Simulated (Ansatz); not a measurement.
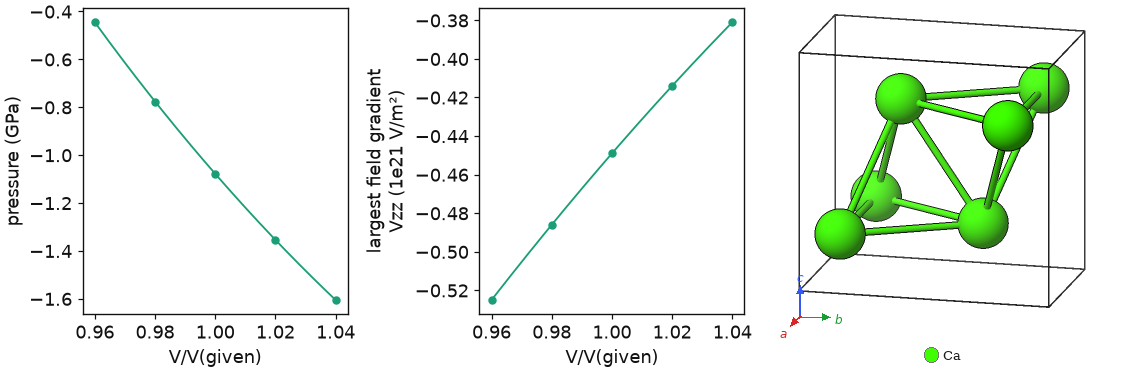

Plotted: pressure and largest field gradient Vzz against V/V(given) for Ca, space group Cmcm (No. 63). The conventional cell is drawn beside the plot.

Cell as given: a = 3.926 Å, b = 3.926 Å, c = 6.509 Å, α = 90.00°, β = 90.00°, γ = 119.72°; 2 atoms.

How it was computed, with Ansatz 0.2.0: periodic Kohn-Sham DFT of a crystal at fixed atoms, scaled to the stated factor times the given cell; pressure positive in compression. Level: PBEsol.

- method: frozen-core PAW
- relativity: scalar
- k mesh: 11×11×6
- occupations: Fermi–Dirac
- smearing width: 0.05 eV
- wave cutoff: 420 eV
- PAW set: soft_2

V(given) is 43.57 Å³/atom.

Read off the course of the pressure.

Answer. It falls from −0.445 GPa at V/V(given) 0.96 to −1.605 GPa at 1.04.

How does the largest field gradient Vzz vary with V/V(given)?

Answer. It rises from −0.525 1e21 V/m² at V/V(given) 0.96 to −0.381 1e21 V/m² at 1.04.

Caveats: PAW files made with PBE; no gap: field gradients move with the k mesh; the volumes run don't bracket the minimum of the energy, so any equilibrium value is extrapolated; shape and atomic fractions are frozen while scaling, which makes layered, chain and framework solids too stiff.
